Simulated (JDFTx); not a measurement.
## Run report: V, geometry relaxation (part 2 of 2)

V (Im-3m, 1 atom in the cell); Kohn-Sham DFT of a periodic cell, PBE with D3(BJ), PseudoDojo-SR-PBE-0.5-standard, spin-polarised (JDFTx 1.7.0 (patched build)); cutoff 1142.88 eV, 12×12×12 k-mesh, fermi-dirac of 0.05 eV, collinear spins. The structure derives from an entry of the Crystallography Open Database.

Geometry of the input (Å; fractional positions):
```
-1.5144  1.5144  1.5144
1.5144  -1.5144  1.5144
1.5144  1.5144  -1.5144
V  0.0000  0.0000  0.0000
```

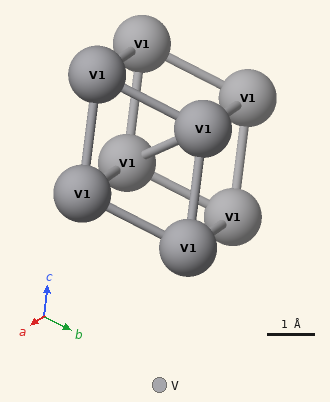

The geometry at step 2 of the log (ball-and-stick view of the cell of the calculation, seen slightly off an axis; atoms are numbered from 1 in the order of the input).

### Log, continued
```
Setting wave functions to eigenvectors of Hamiltonian

Computing DFT-D3 correction:
# coordination-number V 12.767
# diagonal-C6 V 269.33
EvdW_6 =   -0.013125
EvdW_8 =   -0.011516
# Lattice vectors:
R =
[     -2.84427      2.84427      2.84427  ]
[      2.84427     -2.84427      2.84427  ]
[      2.84427      2.84427     -2.84427  ]
unit cell volume = 92.0396

# Strain tensor in Cartesian coordinates:
[  -0.00609156            0            0  ]
[            0  -0.00609156            0  ]
[            0            0  -0.00609156  ]

# Stress tensor in Cartesian coordinates [Eh/a0^3]:
[  0.000352861            0            0  ]
[            0  0.000352861            0  ]
[            0            0  0.000352861  ]

# Ionic positions in lattice coordinates:
ion V   0.000000000000000   0.000000000000000   0.000000000000000 1

# Forces in Cartesian coordinates:
force V  -0.000000000000000   0.000000000000000   0.000000000000000 1

# Energy components:
   Eewald =      -54.0586406722452182
       EH =       14.4834550429794966
     Eloc =      -53.8430408068007438
      Enl =        0.6482539522925335
     EvdW =       -0.0246404146371266
      Exc =      -11.4432953496134449
 Exc_core =        2.3275041650955992
       KE =       30.4054337222983797
-------------------------------------
     Etot =      -71.5049703606305229
       TS =        0.0006507611744381
-------------------------------------
        F =      -71.5056211218049640

LatticeMinimize: Iter:   1  F: -71.505621121804964  |grad|_K:  1.238e-02  alpha:  3.000e+00  linmin: -1.000e+00

#--- Lowdin population analysis ---
# oxidation-state V +0.131
# magnetic-moments V -0.000

Computing DFT-D3 correction:
# coordination-number V 13.267
# diagonal-C6 V 269.33
EvdW_6 =   -0.013964
EvdW_8 =   -0.012276

-------- Electronic minimization -----------
Will mix electronic density at each iteration.
	FillingsUpdate:  mu: +0.603377751  nElectrons: 13.000000  magneticMoment: [ Abs: 0.00001  Tot: -0.00001 ]
	FillingsUpdate:  mu: +0.644747024  nElectrons: 13.000000  magneticMoment: [ Abs: 0.00001  Tot: -0.00001 ]
SCF: Cycle:  0   F: -71.506442456487051   dF: -1.652e-03   |Residual|: 1.258e-02   |deigs|: 1.970e-03
	FillingsUpdate:  mu: +0.647248804  nElectrons: 13.000000  magneticMoment: [ Abs: 0.00001  Tot: -0.00001 ]
SCF: Cycle:  1   F: -71.506603743739262   dF: -1.613e-04   |Residual|: 2.750e-03   |deigs|: 3.597e-03
	FillingsUpdate:  mu: +0.647153177  nElectrons: 13.000000  magneticMoment: [ Abs: 0.00001  Tot: -0.00001 ]
SCF: Cycle:  2   F: -71.506604508106932   dF: -7.644e-07   |Residual|: 1.400e-03   |deigs|: 1.850e-04
	FillingsUpdate:  mu: +0.647203185  nElectrons: 13.000000  magneticMoment: [ Abs: 0.00001  Tot: -0.00001 ]
SCF: Cycle:  3   F: -71.506604599015787   dF: -9.091e-08   |Residual|: 2.105e-04   |deigs|: 3.502e-05
	FillingsUpdate:  mu: +0.647202993  nElectrons: 13.000000  magneticMoment: [ Abs: 0.00001  Tot: -0.00001 ]
SCF: Cycle:  4   F: -71.506604607560206   dF: -8.544e-09   |Residual|: 2.179e-04   |deigs|: 1.372e-06
	FillingsUpdate:  mu: +0.647203205  nElectrons: 13.000000  magneticMoment: [ Abs: 0.00001  Tot: -0.00001 ]
SCF: Cycle:  5   F: -71.506604610165525   dF: -2.605e-09   |Residual|: 2.154e-04   |deigs|: 1.157e-06
	FillingsUpdate:  mu: +0.647204602  nElectrons: 13.000000  magneticMoment: [ Abs: 0.00001  Tot: -0.00001 ]
SCF: Cycle:  6   F: -71.506604615723191   dF: -5.558e-09   |Residual|: 1.404e-04   |deigs|: 6.162e-06
	FillingsUpdate:  mu: +0.647208864  nElectrons: 13.000000  magneticMoment: [ Abs: 0.00001  Tot: -0.00001 ]
SCF: Cycle:  7   F: -71.506604619527749   dF: -3.805e-09   |Residual|: 1.204e-04   |deigs|: 7.705e-06
	FillingsUpdate:  mu: +0.647210066  nElectrons: 13.000000  magneticMoment: [ Abs: 0.00001  Tot: -0.00001 ]
SCF: Cycle:  8   F: -71.506604620060386   dF: -5.326e-10   |Residual|: 9.805e-05   |deigs|: 1.814e-06
	FillingsUpdate:  mu: +0.647211067  nElectrons: 13.000000  magneticMoment: [ Abs: 0.00001  Tot: -0.00001 ]
SCF: Cycle:  9   F: -71.506604620547449   dF: -4.871e-10   |Residual|: 8.228e-05   |deigs|: 1.818e-06
SCF: Converged (|Delta E|<1.000000e-09 for 2 iters).

Setting wave functions to eigenvectors of Hamiltonian

Computing DFT-D3 correction:
# coordination-number V 13.267
# diagonal-C6 V 269.33
EvdW_6 =   -0.013964
EvdW_8 =   -0.012276
# Lattice vectors:
R =
[     -2.78759      2.78759      2.78759  ]
[      2.78759     -2.78759      2.78759  ]
[      2.78759      2.78759     -2.78759  ]
unit cell volume = 86.6453

# Strain tensor in Cartesian coordinates:
[   -0.0259008            0            0  ]
[            0   -0.0259008            0  ]
[            0            0   -0.0259008  ]

# Stress tensor in Cartesian coordinates [Eh/a0^3]:
[  -2.8087e-06            0            0  ]
[            0  -2.8087e-06            0  ]
[            0            0  -2.8087e-06  ]

# Ionic positions in lattice coordinates:
ion V   0.000000000000000   0.000000000000000   0.000000000000000 1

# Forces in Cartesian coordinates:
force V   0.000000000000000   0.000000000000000   0.000000000000000 1

# Energy components:
   Eewald =      -55.1579773632910815
       EH =       13.9804093820840318
     Eloc =      -52.2955131427772102
      Enl =        0.6479994515805706
     EvdW =       -0.0262398441734039
      Exc =      -11.4726866846933095
 Exc_core =        2.3275029152373614
       KE =       30.4905467614159988
-------------------------------------
     Etot =      -71.5059585246170428
       TS =        0.0006460959304057
-------------------------------------
        F =      -71.5066046205474493

LatticeMinimize: Iter:   2  F: -71.506604620547449  |grad|_K:  9.279e-05  alpha:  1.000e+00  linmin:  1.000e+00

#--- Lowdin population analysis ---
# oxidation-state V +0.119
# magnetic-moments V -0.000

Computing DFT-D3 correction:
# coordination-number V 13.264
# diagonal-C6 V 269.33
EvdW_6 =   -0.013958
EvdW_8 =   -0.012271

-------- Electronic minimization -----------
Will mix electronic density at each iteration.
	FillingsUpdate:  mu: +0.647211067  nElectrons: 13.000000  magneticMoment: [ Abs: 0.00001  Tot: -0.00001 ]
	FillingsUpdate:  mu: +0.646935950  nElectrons: 13.000000  magneticMoment: [ Abs: 0.00001  Tot: -0.00001 ]
SCF: Cycle:  0   F: -71.506604702669080   dF: -7.738e-08   |Residual|: 1.209e-04   |deigs|: 9.512e-07
	FillingsUpdate:  mu: +0.646911565  nElectrons: 13.000000  magneticMoment: [ Abs: 0.00001  Tot: -0.00001 ]
SCF: Cycle:  1   F: -71.506604721067760   dF: -1.840e-08   |Residual|: 1.262e-05   |deigs|: 3.495e-05
	FillingsUpdate:  mu: +0.646910177  nElectrons: 13.000000  magneticMoment: [ Abs: 0.00000  Tot: -0.00000 ]
SCF: Cycle:  2   F: -71.506604721222274   dF: -1.545e-10   |Residual|: 6.450e-06   |deigs|: 2.153e-06
	FillingsUpdate:  mu: +0.646909883  nElectrons: 13.000000  magneticMoment: [ Abs: 0.00000  Tot: -0.00000 ]
SCF: Cycle:  3   F: -71.506604721255158   dF: -3.288e-11   |Residual|: 4.337e-07   |deigs|: 7.592e-07
SCF: Converged (|Delta E|<1.000000e-09 for 2 iters).

Setting wave functions to eigenvectors of Hamiltonian

Computing DFT-D3 correction:
# coordination-number V 13.264
# diagonal-C6 V 269.33
EvdW_6 =   -0.013958
EvdW_8 =   -0.012271
# Lattice vectors:
R =
[     -2.78796      2.78796      2.78796  ]
[      2.78796     -2.78796      2.78796  ]
[      2.78796      2.78796     -2.78796  ]
unit cell volume = 86.6805

# Strain tensor in Cartesian coordinates:
[   -0.0257688            0            0  ]
[            0   -0.0257688            0  ]
[            0            0   -0.0257688  ]

# Stress tensor in Cartesian coordinates [Eh/a0^3]:
[ -1.51044e-06            0            0  ]
[            0 -1.51044e-06            0  ]
[            0            0 -1.51044e-06  ]

# Ionic positions in lattice coordinates:
ion V   0.000000000000000   0.000000000000000   0.000000000000000 1

# Forces in Cartesian coordinates:
force V   0.000000000000000  -0.000000000000000  -0.000000000000000 1

# Energy components:
   Eewald =      -55.1505002115188674
       EH =       13.9835886924745747
     Eloc =      -52.3055971935974853
      Enl =        0.6480631414046554
     EvdW =       -0.0262287541478341
      Exc =      -11.4724458900643924
 Exc_core =        2.3275029334748369
       KE =       30.4896588278663678
-------------------------------------
     Etot =      -71.5059584541081534
       TS =        0.0006462671470061
-------------------------------------
        F =      -71.5066047212551581

LatticeMinimize: Iter:   3  F: -71.506604721255158  |grad|_K:  4.992e-05  alpha:  1.000e+00  linmin: -1.000e+00

#--- Lowdin population analysis ---
# oxidation-state V +0.120
# magnetic-moments V -0.000

Computing DFT-D3 correction:
# coordination-number V 13.261
# diagonal-C6 V 269.33
EvdW_6 =   -0.013953
EvdW_8 =   -0.012265

-------- Electronic minimization -----------
Will mix electronic density at each iteration.
	FillingsUpdate:  mu: +0.646909883  nElectrons: 13.000000  magneticMoment: [ Abs: 0.00000  Tot: -0.00000 ]
	FillingsUpdate:  mu: +0.646631256  nElectrons: 13.000000  magneticMoment: [ Abs: 0.00000  Tot: -0.00000 ]
SCF: Cycle:  0   F: -71.506604717661659   dF: -7.585e-08   |Residual|: 8.489e-05   |deigs|: 6.305e-07
	FillingsUpdate:  mu: +0.646614237  nElectrons: 13.000000  magneticMoment: [ Abs: 0.00000  Tot: -0.00000 ]
SCF: Cycle:  1   F: -71.506604729045407   dF: -1.138e-08   |Residual|: 1.580e-05   |deigs|: 2.424e-05
	FillingsUpdate:  mu: +0.646614118  nElectrons: 13.000000  magneticMoment: [ Abs: 0.00000  Tot: -0.00000 ]
SCF: Cycle:  2   F: -71.506604729139923   dF: -9.452e-11   |Residual|: 8.576e-06   |deigs|: 9.716e-07
	FillingsUpdate:  mu: +0.646613748  nElectrons: 13.000000  magneticMoment: [ Abs: 0.00000  Tot: -0.00000 ]
SCF: Cycle:  3   F: -71.506604729162191   dF: -2.227e-11   |Residual|: 1.185e-06   |deigs|: 7.129e-07
SCF: Converged (|Delta E|<1.000000e-09 for 2 iters).

Setting wave functions to eigenvectors of Hamiltonian

Computing DFT-D3 correction:
# coordination-number V 13.261
# diagonal-C6 V 269.33
EvdW_6 =   -0.013953
EvdW_8 =   -0.012265
# Lattice vectors:
R =
[     -2.78833      2.78833      2.78833  ]
[      2.78833     -2.78833      2.78833  ]
[      2.78833      2.78833     -2.78833  ]
unit cell volume = 86.7148

# Strain tensor in Cartesian coordinates:
[   -0.0256405            0            0  ]
[            0   -0.0256405            0  ]
[            0            0   -0.0256405  ]

# Stress tensor in Cartesian coordinates [Eh/a0^3]:
[  1.05467e-06            0            0  ]
[            0  1.05467e-06            0  ]
[            0            0  1.05467e-06  ]

# Ionic positions in lattice coordinates:
ion V   0.000000000000000   0.000000000000000   0.000000000000000 1

# Forces in Cartesian coordinates:
force V   0.000000000000000  -0.000000000000000  -0.000000000000000 1

# Energy components:
   Eewald =      -55.1432388955121695
       EH =       13.9868457374902384
     Eloc =      -52.3157287075366995
      Enl =        0.6480850014870949
     EvdW =       -0.0262179879359360
      Exc =      -11.4722441266185147
 Exc_core =        2.3275029515478121
       KE =       30.4890377425885610
-------------------------------------
     Etot =      -71.5059582844896084
       TS =        0.0006464446725874
-------------------------------------
        F =      -71.5066047291621913

LatticeMinimize: Iter:   4  F: -71.506604729162191  |grad|_K:  3.487e-05  alpha:  1.000e+00  linmin:  1.000e+00
LatticeMinimize: Converged (|Delta F|<1.000000e-06 for 2 iters).

#--- Lowdin population analysis ---
# oxidation-state V +0.120
# magnetic-moments V -0.000

Dumping 'run.eigStats' ...
	eMin: -1.692614 at state 72 ( [ +0.000000 +0.000000 +0.000000 ] spin -1 )
	HOMO: +0.646042 at state 14 ( [ +0.000000 +0.166667 +0.333333 ] spin 1 )
	mu  : +0.646614
	LUMO: +0.647646 at state 121 ( [ +0.166667 +0.333333 -0.333333 ] spin -1 )
	eMax: +1.484383 at state 4 ( [ +0.000000 +0.000000 +0.333333 ] spin 1 )
	HOMO-LUMO gap: +0.001605
	Optical gap  : +0.003993 at state 104 ( [ +0.083333 +0.250000 -0.166667 ] spin -1 )
Done!
```

### Trajectory as extended XYZ (Å, eV, eV/Å), 5 frames, from step=0 to step=4
```
1
Lattice="-1.5144 1.5144 1.5144 1.5144 -1.5144 1.5144 1.5144 1.5144 -1.5144" Properties=species:S:1:pos:R:3:forces:R:3 step=0 energy=-1945.74850
V     0.0000    0.0000    0.0000    0.0000   0.0000   0.0000
1
Lattice="-1.5051 1.5051 1.5051 1.5051 -1.5051 1.5051 1.5051 1.5051 -1.5051" Properties=species:S:1:pos:R:3:forces:R:3 step=1 energy=-1945.76708
V     0.0000    0.0000    0.0000    0.0000   0.0000   0.0000
1
Lattice="-1.4751 1.4751 1.4751 1.4751 -1.4751 1.4751 1.4751 1.4751 -1.4751" Properties=species:S:1:pos:R:3:forces:R:3 step=2 energy=-1945.79384
V     0.0000    0.0000    0.0000    0.0000   0.0000   0.0000
1
Lattice="-1.4753 1.4753 1.4753 1.4753 -1.4753 1.4753 1.4753 1.4753 -1.4753" Properties=species:S:1:pos:R:3:forces:R:3 step=3 energy=-1945.79384
V     0.0000    0.0000    0.0000    0.0000   0.0000   0.0000
1
Lattice="-1.4755 1.4755 1.4755 1.4755 -1.4755 1.4755 1.4755 1.4755 -1.4755" Properties=species:S:1:pos:R:3:forces:R:3 step=4 energy=-1945.79384
V     0.0000    0.0000    0.0000    0.0000   0.0000   0.0000
```
